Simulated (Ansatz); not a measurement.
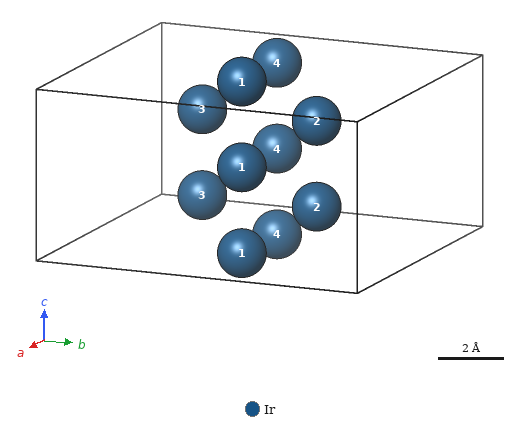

Figure 1. The input geometry (spheres-only view of the 2 repeat of the cell, with the vacuum cut short, seen slightly off an axis; atoms are numbered from 1 in the order of the input). An atom can appear more than once, as a periodic image.

Geometry relaxation of Ir (part 1 of 2)

- system: Ir (4 atoms in the cell)
- method: DFT PBE, scalar-relativistic, plane waves, PAW, no spin polarisation (Ansatz 0.2.0)

The structure derives from an entry of the Crystallography Open Database. It belongs to a series of runs on one base structure; here: wire along [1 1 0], 4 atoms a period. Figures and captions count atoms from 1; the log counts them from 0 in places.

The input
```yaml
crystal:
  lattice:
    - [11.7, 0.0, 0.0]
    - [0.0, 13.2, 0.0]
    - [0.0, 0.0, 2.7369706247]
  atoms:
    - { symbol: Ir, position: [0.6169645566, 0.5, 0.0] }
    - { symbol: Ir, position: [0.5, 0.6466159461, 0.5] }
    - { symbol: Ir, position: [0.5, 0.3533840539, 0.5] }
    - { symbol: Ir, position: [0.3830354434, 0.5, 0.0] }
basis:
  ecutwfc: 420
kpoints:
  mp_grid: { grid: [1, 1, 20] }
hamiltonian:
  xc: pbe
scf:
  occupations: { method: gaussian, width: 0.05 }
output:
  forces: true
  stress: true
  eigenvalues: true
  populations: true
  write_density: true
  write_potential: true
  elf: true
  volumetric_format: npy
relax:
  adjacent_minimum: "off"
  f_tol: 0.02
  max_steps: 45
  cell: { fix: [a, b, alpha, beta, gamma], stress_tol: 0.03 }
```

Launch command:
```bash
ansatz run input.yaml --threads 4 --pin off --max-ram 11264MiB --backend cpu --events-out ev --progress --plain --runs-dir out
```

The program's output
```
Engine: ansatz 0.2.0, aarch64-unknown-linux-gnu
Pseudopotentials: kind: paw
Pseudopotential: Ir, paw, valence charge 17, recommended cutoff 420 eV (normal), Ir.paw.azcp
Functional definition: PBE
  parameter kappa = 0.804
  parameter beta = 0.06672455060314922
  exchange = pbe_x(kappa = kappa, mu = beta*pi^2/3)
  correlation = pbe_c(beta = beta)
Crystal: 4 atoms, lattice volume = 422.698 Å³
Basis set: ecut = 420 eV, 8335 PW (Γ), exchange–correlation on 160×180×40 points (8 copies of the dense FFT grid, shifted against one another)
Bands: 41, of which v1, the nominal top of the filled ones, is band 34 counted from 1 (33 counted from 0)
Symmetry: 8 space group operations
Space group: Pmmm (ITA 47), of the structure as read, at distance tolerance 7.5e-5 Å
k-points: 11 of 20
Non-local potential: Ir, projectors of the file, l = 0: 3, l = 1: 2, l = 2: 2, l = 3: 1
PAW form: soft (Blöchl's): semilocal exchange-correlation on the pseudo side does not see the compensation charge
PAW one-centre angular grid: Ir, 590 points (default); XC on 64 Gauss nodes
Initial density: superposition of atomic densities (neutral atoms: chi_scale 0, normalization atom), corrected by the library's trained network
Initial wavefunctions: pseudopotential atomic-orbital guess
Functional: x = pbe(κ = 0.804, μ = 0.2195149727645171), c = pbe(β = 0.06672455060314922)
SCF iter   1: F=—  HF=-47732.568518 eV  |F-HF|=—  |Δ(HF+E_count)|=         —  Δρ=1.05e-2  dr2=1.11e0  ethr=1.77e-3  ⟨swp⟩=9.1  Hψ=2080  notcnv=0
preconditioner: auto → LDOS  [insulator: Δε(μ)=0.100 eV  Ē_g=4.129 eV  σ=0.050 eV  W_gap=0.79  n_scr=50 (ndim 8)  ℏωp=10.8 eV  f_vac=0.730  D(μ)=5.80/eV (n_scr^D=30)  ε∞_Penn≈7.9  β→1.0]
SCF iter   2: F=—  HF=-47732.666897 eV  |F-HF|=—  |Δ(HF+E_count)|=   9.84e-2  Δρ=1.81e-2  dr2=1.64e0  ethr=1.63e-3  ⟨swp⟩=2.3  Hψ=811  notcnv=0  defer=6
SCF iter   3: F=—  HF=-47732.503061 eV  |F-HF|=—  |Δ(HF+E_count)|=   1.64e-1  Δρ=5.63e-3  dr2=2.06e-1  ethr=1.63e-3  ⟨swp⟩=2.0  Hψ=489  notcnv=0  defer=6
SCF iter   4: F=—  HF=-47732.479151 eV  |F-HF|=—  |Δ(HF+E_count)|=   2.39e-2  Δρ=1.46e-3  dr2=3.20e-2  ethr=3.03e-4  ⟨swp⟩=2.1  Hψ=739  notcnv=0  defer=7
SCF iter   5: F=—  HF=-47732.476004 eV  |F-HF|=—  |Δ(HF+E_count)|=   3.15e-3  Δρ=4.70e-4  dr2=8.53e-4  ethr=4.71e-5  ⟨swp⟩=2.0  Hψ=720  notcnv=0  defer=7
SCF iter   6: F=—  HF=-47732.476027 eV  |F-HF|=—  |Δ(HF+E_count)|=   2.27e-5  Δρ=2.59e-4  dr2=3.63e-4  ethr=1.26e-6  ⟨swp⟩=2.2  Hψ=633  notcnv=0  defer=7
SCF iter   7: F=—  HF=-47732.476051 eV  |F-HF|=—  |Δ(HF+E_count)|=   2.38e-5  Δρ=1.21e-4  dr2=6.49e-5  ethr=5.34e-7  ⟨swp⟩=2.0  Hψ=646  notcnv=0  defer=7
SCF iter   8: F=—  HF=-47732.475888 eV  |F-HF|=—  |Δ(HF+E_count)|=   1.63e-4  Δρ=4.43e-5  dr2=1.16e-5  ethr=9.55e-8  ⟨swp⟩=2.0  Hψ=618  notcnv=0  defer=7
SCF iter   9: F=—  HF=-47732.475890 eV  |F-HF|=—  |Δ(HF+E_count)|=   1.91e-6  Δρ=8.79e-6  dr2=2.84e-7  ethr=1.70e-8  ⟨swp⟩=2.0  Hψ=641  notcnv=0  defer=7
SCF iter  10: F=-47732.475891 eV  HF=-47732.475891 eV  |F-HF|=1.47e-8  |Δ(HF+E_count)|=   8.11e-7  Δρ=3.06e-6  dr2=7.34e-8  ethr=1.47e-10  ⟨swp⟩=17.4  Hψ=3723  notcnv=0
SCF 1 converged in 10 iterations: F = -47732.475891 eV  dr2 = 7.34e-8
  greatest PAW one-centre occupation: 1.000 electrons in one spin orbital (limit 2), on the Ir atom at site 3 (counted from 0), in its partial waves of l = 0
relax step   1: F+E_penalty+E_count = -47732.47589086 eV  Δ(F+E_penalty+E_count) = +0.000e0 eV  max|allowed force component| = 3.075e0 eV/Å  Δτ_max = 0.0000 Å  P = -4.343 GPa  Ω = 422.698 Å³  fix = [a, b, alpha, beta, gamma]  reactions: a -3.181, b -3.525 GPa  (10 SCF iters, dr2 threshold 1.00e-7 eV, accepted)
Crystal: 4 atoms, lattice volume = 411.183 Å³
Basis set: ecut = 420 eV, 8095 PW (Γ), exchange–correlation on 160×180×40 points (8 copies of the dense FFT grid, shifted against one another)
Initial density: handed on by an earlier stage of this run
Initial wavefunctions: those handed on with the density
iter 1 solved again at ethr=6.02e-4 eV; its pass at ethr=3.10e-3 eV (dr2=4.09e-1 eV) is discarded
SCF iter   1: F=—  HF=-47733.126297 eV  |F-HF|=—  |Δ(HF+E_count)|=         —  Δρ=1.37e-2  dr2=4.18e-1  ethr=6.02e-4  ⟨swp⟩=1.3  Hψ=2509  notcnv=0
preconditioner: auto → LDOS  [insulator: Δε(μ)=0.125 eV  Ē_g=5.473 eV  σ=0.050 eV  W_gap=0.81  n_scr=50 (ndim 8)  ℏωp=11.0 eV  f_vac=0.750  D(μ)=4.44/eV (n_scr^D=20)  ε∞_Penn≈5.0  β→1.0]
SCF iter   2: F=—  HF=-47733.254569 eV  |F-HF|=—  |Δ(HF+E_count)|=   1.28e-1  Δρ=8.04e-3  dr2=8.98e-1  ethr=6.02e-4  ⟨swp⟩=3.3  Hψ=1184  notcnv=0  defer=1
SCF iter   3: F=—  HF=-47733.052069 eV  |F-HF|=—  |Δ(HF+E_count)|=   2.02e-1  Δρ=1.90e-3  dr2=1.29e-2  ethr=6.02e-4  ⟨swp⟩=3.0  Hψ=921  notcnv=0  defer=14
SCF iter   4: F=—  HF=-47733.050419 eV  |F-HF|=—  |Δ(HF+E_count)|=   1.65e-3  Δρ=5.23e-4  dr2=1.95e-3  ethr=1.89e-5  ⟨swp⟩=3.1  Hψ=891  notcnv=0  defer=14
SCF iter   5: F=—  HF=-47733.050340 eV  |F-HF|=—  |Δ(HF+E_count)|=   7.88e-5  Δρ=1.53e-4  dr2=3.43e-4  ethr=2.87e-6  ⟨swp⟩=2.1  Hψ=612  notcnv=0  defer=14
SCF iter   6: F=—  HF=-47733.050184 eV  |F-HF|=—  |Δ(HF+E_count)|=   1.56e-4  Δρ=6.97e-5  dr2=2.54e-5  ethr=5.04e-7  ⟨swp⟩=2.0  Hψ=636  notcnv=0  defer=14
SCF iter   7: F=—  HF=-47733.050185 eV  |F-HF|=—  |Δ(HF+E_count)|=   6.02e-7  Δρ=1.96e-5  dr2=2.08e-6  ethr=3.74e-8  ⟨swp⟩=2.6  Hψ=844  notcnv=0  defer=14
SCF iter   8: F=-47733.050186 eV  HF=-47733.050186 eV  |F-HF|=2.04e-7  |Δ(HF+E_count)|=   9.51e-7  Δρ=7.00e-6  dr2=2.56e-7  ethr=5.88e-10  ⟨swp⟩=19.5  Hψ=4271  notcnv=0
SCF 2 converged in 8 iterations: F = -47733.050186 eV  dr2 = 2.56e-7
relax step   2: F+E_penalty+E_count = -47733.05018603 eV  Δ(F+E_penalty+E_count) = -5.743e-1 eV  max|allowed force component| = 4.163e0 eV/Å  Δτ_max = 0.1950 Å  P = +2.354 GPa  Ω = 411.183 Å³  energy of the carried Pulay correction = +6.995e-4 eV  fix = [a, b, alpha, beta, gamma]  reactions: a +3.812, b +3.320 GPa  (8 SCF iters, dr2 threshold 4.00e-7 eV, accepted)
Crystal: 4 atoms, lattice volume = 396.031 Å³
Basis set: ecut = 420 eV, 7739 PW (Γ), exchange–correlation on 160×180×40 points (8 copies of the dense FFT grid, shifted against one another)
iter 1 solved again at ethr=2.66e-4 eV; its pass at ethr=3.10e-3 eV (dr2=1.81e-1 eV) is discarded
SCF iter   1: F=—  HF=-47733.535406 eV  |F-HF|=—  |Δ(HF+E_count)|=         —  Δρ=1.01e-2  dr2=1.84e-1  ethr=2.66e-4  ⟨swp⟩=1.6  Hψ=2418  notcnv=0
preconditioner: auto → LDOS  [insulator: Δε(μ)=0.084 eV  Ē_g=4.957 eV  σ=0.050 eV  W_gap=0.74  n_scr=50 (ndim 8)  ℏωp=11.2 eV  f_vac=0.731  D(μ)=7.11/eV (n_scr^D=40)  ε∞_Penn≈6.1  β→1.0]
SCF iter   2: F=—  HF=-47733.552665 eV  |F-HF|=—  |Δ(HF+E_count)|=   1.73e-2  Δρ=4.37e-3  dr2=2.39e-1  ethr=2.66e-4  ⟨swp⟩=3.3  Hψ=1051  notcnv=0
SCF iter   3: F=—  HF=-47733.505446 eV  |F-HF|=—  |Δ(HF+E_count)|=   4.72e-2  Δρ=1.65e-3  dr2=2.01e-2  ethr=2.66e-4  ⟨swp⟩=2.5  Hψ=820  notcnv=0  defer=10
SCF iter   4: F=—  HF=-47733.501081 eV  |F-HF|=—  |Δ(HF+E_count)|=   4.37e-3  Δρ=3.47e-4  dr2=6.70e-4  ethr=2.96e-5  ⟨swp⟩=3.2  Hψ=775  notcnv=0  defer=10
SCF iter   5: F=—  HF=-47733.501220 eV  |F-HF|=—  |Δ(HF+E_count)|=   1.39e-4  Δρ=1.85e-4  dr2=1.53e-4  ethr=9.86e-7  ⟨swp⟩=2.8  Hψ=830  notcnv=0  defer=10
SCF iter   6: F=—  HF=-47733.501051 eV  |F-HF|=—  |Δ(HF+E_count)|=   1.69e-4  Δρ=5.01e-5  dr2=1.66e-5  ethr=2.26e-7  ⟨swp⟩=2.3  Hψ=630  notcnv=0  defer=10
SCF iter   7: F=—  HF=-47733.501059 eV  |F-HF|=—  |Δ(HF+E_count)|=   8.48e-6  Δρ=1.65e-5  dr2=1.16e-6  ethr=2.44e-8  ⟨swp⟩=2.1  Hψ=639  notcnv=0  defer=10
SCF iter   8: F=-47733.501060 eV  HF=-47733.501060 eV  |F-HF|=2.60e-7  |Δ(HF+E_count)|=   8.11e-7  Δρ=5.67e-6  dr2=1.76e-7  ethr=5.88e-10  ⟨swp⟩=19.1  Hψ=3982  notcnv=0
SCF 3 converged in 8 iterations: F = -47733.501060 eV  dr2 = 1.76e-7
relax step   3: F+E_penalty+E_count = -47733.50106050 eV  Δ(F+E_penalty+E_count) = -4.509e-1 eV  max|allowed force component| = 1.468e0 eV/Å  Δτ_max = 0.1259 Å  P = -0.640 GPa  Ω = 396.031 Å³  energy of the carried Pulay correction = +1.650e-3 eV  fix = [a, b, alpha, beta, gamma]  reactions: a -1.540, b -0.646 GPa  (8 SCF iters, dr2 threshold 4.00e-7 eV, accepted)
Crystal: 4 atoms, lattice volume = 397.911 Å³
Basis set: ecut = 420 eV, 7787 PW (Γ), exchange–correlation on 160×180×40 points (8 copies of the dense FFT grid, shifted against one another)
iter 1 solved again at ethr=6.00e-5 eV; its pass at ethr=3.10e-3 eV (dr2=4.08e-2 eV) is discarded
SCF iter   1: F=—  HF=-47733.601389 eV  |F-HF|=—  |Δ(HF+E_count)|=         —  Δρ=3.30e-3  dr2=3.85e-2  ethr=6.00e-5  ⟨swp⟩=2.2  Hψ=2155  notcnv=0
preconditioner: auto → LDOS  [insulator: Δε(μ)=0.131 eV  Ē_g=5.097 eV  σ=0.050 eV  W_gap=0.62  n_scr=50 (ndim 8)  ℏωp=11.2 eV  f_vac=0.736  D(μ)=3.70/eV (n_scr^D=20)  ε∞_Penn≈5.8  β→1.0]
SCF iter   2: F=—  HF=-47733.605293 eV  |F-HF|=—  |Δ(HF+E_count)|=   3.90e-3  Δρ=1.87e-3  dr2=4.66e-2  ethr=5.67e-5  ⟨swp⟩=2.0  Hψ=802  notcnv=0
SCF iter   3: F=—  HF=-47733.595982 eV  |F-HF|=—  |Δ(HF+E_count)|=   9.31e-3  Δρ=4.43e-4  dr2=8.80e-4  ethr=5.67e-5  ⟨swp⟩=2.0  Hψ=726  notcnv=0
SCF iter   4: F=—  HF=-47733.595886 eV  |F-HF|=—  |Δ(HF+E_count)|=   9.59e-5  Δρ=1.23e-4  dr2=1.23e-4  ethr=1.29e-6  ⟨swp⟩=3.4  Hψ=949  notcnv=0
SCF iter   5: F=—  HF=-47733.595725 eV  |F-HF|=—  |Δ(HF+E_count)|=   1.61e-4  Δρ=3.81e-5  dr2=6.46e-6  ethr=1.82e-7  ⟨swp⟩=2.0  Hψ=622  notcnv=0
SCF iter   6: F=—  HF=-47733.595730 eV  |F-HF|=—  |Δ(HF+E_count)|=   5.18e-6  Δρ=1.35e-5  dr2=8.45e-7  ethr=9.51e-9  ⟨swp⟩=2.1  Hψ=640  notcnv=0
iter 7 did not close the SCF: its close was put off until two iterations running show no level that it waits for move by more than its bar (scf_convergence_deferred on its scf_iter line)
SCF iter   7: F=-47733.595731 eV  HF=-47733.595731 eV  |F-HF|=7.02e-9  |Δ(HF+E_count)|=   4.97e-7  Δρ=2.70e-6  dr2=5.73e-8  ethr=5.88e-10  ⟨swp⟩=15.9  Hψ=3843  notcnv=0
iter 8 did not close the SCF: its close was put off until two iterations running show no level that it waits for move by more than its bar (scf_convergence_deferred on its scf_iter line)
SCF iter   8: F=-47733.595731 eV  HF=-47733.595731 eV  |F-HF|=1.14e-9  |Δ(HF+E_count)|=   1.47e-8  Δρ=9.53e-7  dr2=7.67e-9  ethr=8.43e-11  ⟨swp⟩=9.5  Hψ=3302  notcnv=0
SCF iter   9: F=-47733.595731 eV  HF=-47733.595731 eV  |F-HF|=3.49e-10  |Δ(HF+E_count)|=   2.63e-9  Δρ=2.80e-7  dr2=3.87e-10  ethr=1.13e-11  ⟨swp⟩=8.4  Hψ=3035  notcnv=0
SCF 4 converged in 9 iterations: F = -47733.595731 eV  dr2 = 3.87e-10
relax step   4: F+E_penalty+E_count = -47733.59573087 eV  Δ(F+E_penalty+E_count) = -9.467e-2 eV  max|allowed force component| = 1.979e-1 eV/Å  Δτ_max = 0.0514 Å  P = -0.062 GPa  Ω = 397.911 Å³  energy of the carried Pulay correction = +1.530e-3 eV  fix = [a, b, alpha, beta, gamma]  reactions: a -0.195, b -0.152 GPa  (9 SCF iters, dr2 threshold 4.00e-7 eV, accepted)
Crystal: 4 atoms, lattice volume = 399.040 Å³
Basis set: ecut = 420 eV, 7819 PW (Γ), exchange–correlation on 160×180×40 points (8 copies of the dense FFT grid, shifted against one another)
iter 1 solved again at ethr=8.39e-7 eV; its pass at ethr=3.10e-3 eV (dr2=5.71e-4 eV) is discarded
SCF iter   1: F=—  HF=-47733.598027 eV  |F-HF|=—  |Δ(HF+E_count)|=         —  Δρ=5.48e-4  dr2=6.21e-4  ethr=8.39e-7  ⟨swp⟩=3.0  Hψ=2217  notcnv=0
preconditioner: auto → LDOS  [insulator: Δε(μ)=0.143 eV  Ē_g=5.102 eV  σ=0.050 eV  W_gap=0.66  n_scr=50 (ndim 8)  ℏωp=11.2 eV  f_vac=0.737  D(μ)=3.93/eV (n_scr^D=20)  ε∞_Penn≈5.8  β→1.0]
SCF iter   2: F=—  HF=-47733.598180 eV  |F-HF|=—  |Δ(HF+E_count)|=   1.53e-4  Δρ=2.95e-4  dr2=1.28e-3  ethr=8.39e-7  ⟨swp⟩=3.1  Hψ=853  notcnv=0
SCF iter   3: F=—  HF=-47733.597923 eV  |F-HF|=—  |Δ(HF+E_count)|=   2.57e-4  Δρ=8.57e-5  dr2=3.77e-5  ethr=8.39e-7  ⟨swp⟩=2.1  Hψ=724  notcnv=0
SCF iter   4: F=—  HF=-47733.597750 eV  |F-HF|=—  |Δ(HF+E_count)|=   1.73e-4  Δρ=1.98e-5  dr2=2.08e-6  ethr=5.55e-8  ⟨swp⟩=3.1  Hψ=801  notcnv=0
SCF iter   5: F=-47733.597751 eV  HF=-47733.597751 eV  |F-HF|=1.61e-7  |Δ(HF+E_count)|=   8.98e-7  Δρ=6.88e-6  dr2=3.54e-7  ethr=5.88e-10  ⟨swp⟩=15.1  Hψ=4010  notcnv=0
SCF 5 converged in 5 iterations: F = -47733.597751 eV  dr2 = 3.54e-7
relax step   5: F+E_penalty+E_count = -47733.59775091 eV  Δ(F+E_penalty+E_count) = -2.020e-3 eV  max|allowed force component| = 5.596e-2 eV/Å  Δτ_max = 0.0068 Å  P = +0.022 GPa  Ω = 399.040 Å³  energy of the carried Pulay correction = +1.458e-3 eV  fix = [a, b, alpha, beta, gamma]  reactions: a +0.059, b +0.014 GPa  (5 SCF iters, dr2 threshold 4.00e-7 eV, accepted)
Crystal: 4 atoms, lattice volume = 398.933 Å³
iter 1 solved again at ethr=6.17e-8 eV; its pass at ethr=3.10e-3 eV (dr2=4.20e-5 eV) is discarded
SCF iter   1: F=—  HF=-47733.597898 eV  |F-HF|=—  |Δ(HF+E_count)|=         —  Δρ=1.16e-4  dr2=4.31e-5  ethr=6.17e-8  ⟨swp⟩=3.3  Hψ=2018  notcnv=0
preconditioner: auto → LDOS  [insulator: Δε(μ)=0.146 eV  Ē_g=5.098 eV  σ=0.050 eV  W_gap=0.67  n_scr=50 (ndim 8)  ℏωp=11.2 eV  f_vac=0.737  D(μ)=3.97/eV (n_scr^D=20)  ε∞_Penn≈5.8  β→1.0]
SCF iter   2: F=—  HF=-47733.597858 eV  |F-HF|=—  |Δ(HF+E_count)|=   3.98e-5  Δρ=6.63e-5  dr2=4.92e-5  ethr=6.17e-8  ⟨swp⟩=2.0  Hψ=723  notcnv=0
SCF iter   3: F=—  HF=-47733.597853 eV  |F-HF|=—  |Δ(HF+E_count)|=   5.01e-6  Δρ=3.15e-5  dr2=1.26e-5  ethr=6.17e-8  ⟨swp⟩=2.0  Hψ=696  notcnv=0
SCF iter   4: F=—  HF=-47733.597851 eV  |F-HF|=—  |Δ(HF+E_count)|=   2.06e-6  Δρ=9.44e-6  dr2=6.35e-7  ethr=1.85e-8  ⟨swp⟩=2.0  Hψ=647  notcnv=0
SCF iter   5: F=-47733.597851 eV  HF=-47733.597851 eV  |F-HF|=7.00e-9  |Δ(HF+E_count)|=   1.00e-7  Δρ=2.46e-6  dr2=5.94e-8  ethr=2.88e-10  ⟨swp⟩=13.9  Hψ=3753  notcnv=0
SCF 6 converged in 5 iterations: F = -47733.597851 eV  dr2 = 5.94e-8
relax step   6: F+E_penalty+E_count = -47733.59785082 eV  Δ(F+E_penalty+E_count) = -9.991e-5 eV  max|allowed force component| = 5.644e-3 eV/Å  Δτ_max = 0.0017 Å  P = +0.007 GPa  Ω = 398.933 Å³  energy of the carried Pulay correction = +1.465e-3 eV  fix = [a, b, alpha, beta, gamma]  reactions: a +0.005, b +0.005 GPa  (5 SCF iters, dr2 threshold 1.96e-7 eV, accepted)
Basis set: ecut = 420 eV, 7819 PW (Γ), exchange–correlation on 160×180×36 points (8 copies of the dense FFT grid, shifted against one another)
Initial wavefunctions: pseudopotential atomic-orbital guess (no wavefunctions were taken with the density)
iter 1 solved again at ethr=1.08e-6 eV; its pass at ethr=3.10e-3 eV (dr2=7.32e-4 eV) is discarded
SCF iter   1: F=—  HF=-47733.595239 eV  |F-HF|=—  |Δ(HF+E_count)|=         —  Δρ=1.09e-4  dr2=7.60e-6  ethr=1.08e-6  ⟨swp⟩=3.9  Hψ=3457  notcnv=0
preconditioner: auto → LDOS  [insulator: Δε(μ)=0.145 eV  Ē_g=5.098 eV  σ=0.050 eV  W_gap=0.66  n_scr=50 (ndim 8)  ℏωp=11.2 eV  f_vac=0.737  D(μ)=3.96/eV (n_scr^D=20)  ε∞_Penn≈5.8  β→1.0]
SCF iter   2: F=—  HF=-47733.595159 eV  |F-HF|=—  |Δ(HF+E_count)|=   8.01e-5  Δρ=2.45e-5  dr2=1.61e-6  ethr=1.12e-8  ⟨swp⟩=2.6  Hψ=912  notcnv=0
SCF iter   3: F=—  HF=-47733.595243 eV  |F-HF|=—  |Δ(HF+E_count)|=   8.39e-5  Δρ=9.85e-6  dr2=7.27e-7  ethr=2.36e-9  ⟨swp⟩=2.6  Hψ=928  notcnv=0
SCF iter   4: F=—  HF=-47733.595243 eV  |F-HF|=—  |Δ(HF+E_count)|=   1.59e-7  Δρ=3.61e-6  dr2=6.07e-8  ethr=1.07e-9  ⟨swp⟩=2.6  Hψ=738  notcnv=0
SCF iter   5: F=—  HF=-47733.595243 eV  |F-HF|=—  |Δ(HF+E_count)|=   7.73e-9  Δρ=7.70e-7  dr2=1.28e-9  ethr=8.92e-11  ⟨swp⟩=2.7  Hψ=787  notcnv=0
SCF iter   6: F=—  HF=-47733.595243 eV  |F-HF|=—  |Δ(HF+E_count)|=  2.47e-10  Δρ=2.08e-7  dr2=1.10e-10  ethr=1.88e-12  ⟨swp⟩=2.4  Hψ=879  notcnv=0
SCF iter   7: F=-47733.595243 eV  HF=-47733.595243 eV  |F-HF|=0.00e0  |Δ(HF+E_count)|=  4.37e-11  Δρ=4.26e-8  dr2=1.35e-11  ethr=1.00e-12  ⟨swp⟩=10.2  Hψ=2581  notcnv=0
SCF 7 converged in 7 iterations: F = -47733.595243 eV  dr2 = 1.35e-11
relax step   7: F+E_penalty+E_count = -47733.59524278 eV  Δ(F+E_penalty+E_count) = +2.608e-3 eV  max|allowed force component| = 6.049e-3 eV/Å  Δτ_max = 0.0000 Å  P = +0.014 GPa  Ω = 398.933 Å³  fix = [a, b, alpha, beta, gamma]  reactions: a +0.009, b +0.011 GPa  stress off target by 2.31e-2 GPa on what of the cell is left free  SCF on the basis re-selected at this cell (its energy is not comparable with the rows above)  (7 SCF iters)
```

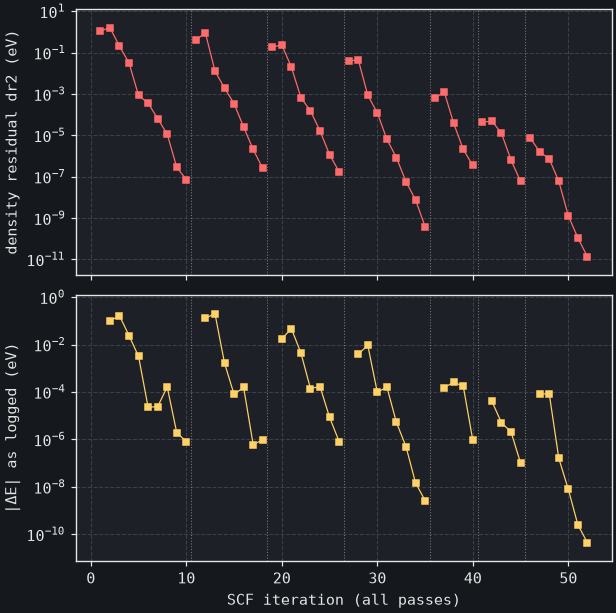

Figure 2. Convergence of the self-consistent field: density residual dr2 and size of the energy change against the SCF iteration. The dotted lines part the SCF passes of the relaxation: geometry steps, rejected trials and re-solves on a re-selected basis. The 7 passes take 5 to 10 iterations each, 52 in all.
